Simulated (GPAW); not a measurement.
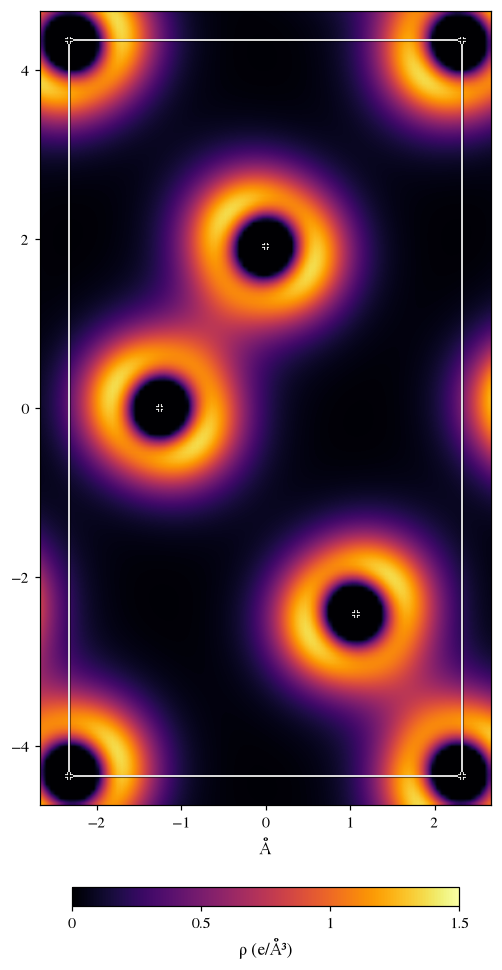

The valence pseudo-density on a plane through atoms (crosses mark nuclei in the plane).

Level of theory: Kohn-Sham DFT of a periodic cell, PBEsol, PAW data sets made by gpaw-setup for the functional in GPAW.

Candidates:
A. ZnSe, a = 5.67 Å, b = 5.67 Å, c = 5.67 Å, α = 90.00°, β = 90.00°, γ = 90.00°. Space group F-43m.
B. Br, a = 6.73 Å, b = 4.65 Å, c = 8.70 Å, α = 90.00°, β = 90.00°, γ = 90.00°. Space group Cmce; not relaxed (largest force 0.9 eV/Å).
C. AlAu, a = 3.22 Å, b = 3.22 Å, c = 3.22 Å, α = 90.00°, β = 90.00°, γ = 90.00°. Space group Pm-3m; a structure from a database of computed crystals, not necessarily the ambient phase; computed pressure about −5 GPa in this cell.

Q: Which system is this?

A: Candidate B: Br on the (100) plane of the conventional cell, which holds Br. Br–Br (2.29 Å): the density is about 0.75 e/Å³ at the midpoint.
